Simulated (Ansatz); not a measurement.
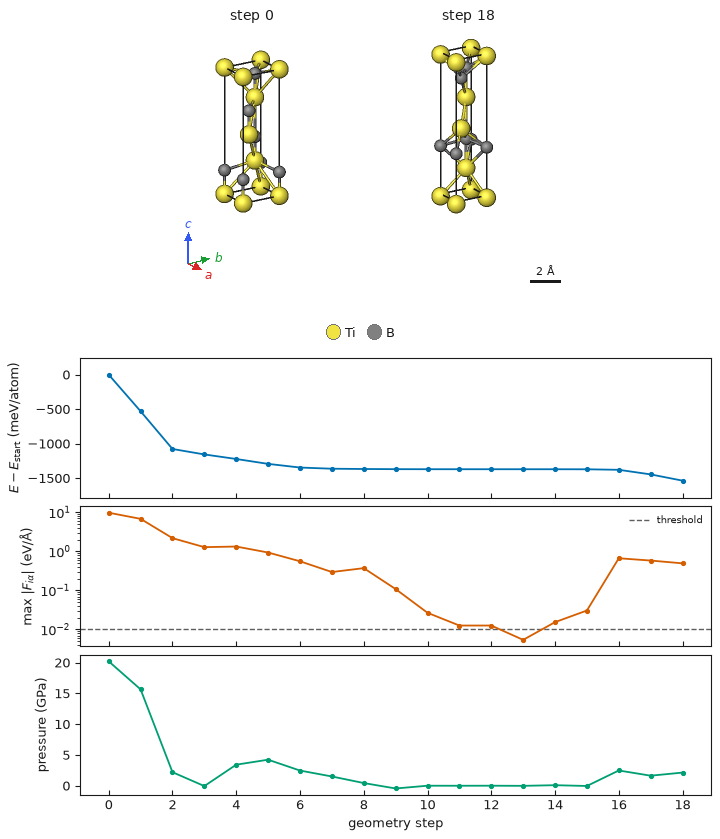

First and last geometry of a relaxation of solid TiB (a generated structure, set up in P6_3mc), with the history of the run. A ball-and-stick model of the cell of the calculation, seen slightly off an axis.

Case: stacking ABCB.

The calculation used Ansatz, DFT PBEsol, scalar-relativistic, plane waves, PAW. Set-up: plane-wave cutoff 420 eV; k-point mesh 12 × 12 × 5; occupations gaussian; smearing width 0.1 eV; no spin polarisation; cell and atoms relaxed; force threshold 0.01 eV/Å; at most 45 steps.

Did the run converge, and what did it change?

Answer. The run was cut off at its time limit before the relaxation converged, so the last structure is only a point on the way. Over 18 geometry steps the energy falls by 1536 meV per atom. Largest force component: 9.8 eV/Å at the start, 0.5 eV/Å at the end. Pressure: 20.22 GPa at the start and 2.14 GPa at the end. The largest moves relative to the cell, 1.50 Å, are those of B atoms. Largest moves by element: B 1.50 Å, Ti 0.77 Å. The volume changes by −20.6 %, with a = b 3.830 → 3.223 Å (−15.8 %), c 8.826 → 9.894 Å (+12.1 %). Some distances before and after: B–Ti 1.655 → 3.518 Å, B–B 3.124 → 1.901 Å, B–Ti 3.535 → 2.346 Å, Ti–Ti 3.124 → 2.634 Å. New bonds form: B–Ti (3.53 → 2.35 Å). Bonds break: B–Ti (1.65 → 3.52 Å). Among the angles between lasting bonds that change: Ti–B–Ti 114.3° → 80.7°, B–Ti–B 114.3° → 98.2°, Ti–B–Ti 114.3° → 98.2°. The space group stays P6_3mc (No. 186). The run took 9 min on 1 thread of Arm Neoverse V2, on a shared host, peak memory 0.49 GiB.

| step | E − E(0), meV/atom | largest force component, eV/Å | pressure, GPa | volume, Å³/atom |
| --- | --- | --- | --- | --- |
| 0 | 0.00 | 9.8383 | 20.22 | 14.013 |
| 1 | -530.00 | 6.8534 | 15.66 | 13.464 |
| 2 | -1076.44 | 2.1938 | 2.21 | 13.371 |
| 3 | -1155.56 | 1.2889 | -0.05 | 13.251 |
| 4 | -1221.55 | 1.3373 | 3.43 | 12.646 |
| 5 | -1292.45 | 0.9389 | 4.24 | 12.326 |
| 6 | -1345.45 | 0.5602 | 2.47 | 12.272 |
| 7 | -1362.60 | 0.2969 | 1.51 | 12.194 |
| 8 | -1366.58 | 0.3737 | 0.44 | 12.079 |
| 9 | -1368.95 | 0.1087 | -0.44 | 12.039 |
| 10 | -1369.70 | 0.0268 | 0.01 | 12.015 |
| 11 | -1369.78 | 0.0126 | 0.01 | 11.999 |
| 12 | -1369.90 | 0.0126 | 0.01 | 11.952 |
| 13 | -1369.96 | 0.0054 | -0.01 | 11.915 |
| 14 | -1370.10 | 0.0154 | 0.10 | 11.817 |
| 15 | -1370.78 | 0.0307 | -0.03 | 11.711 |
| 16 | -1378.28 | 0.6696 | 2.49 | 11.210 |
| 17 | -1444.92 | 0.5846 | 1.64 | 11.166 |
| 18 | -1535.59 | 0.4961 | 2.14 | 11.125 |
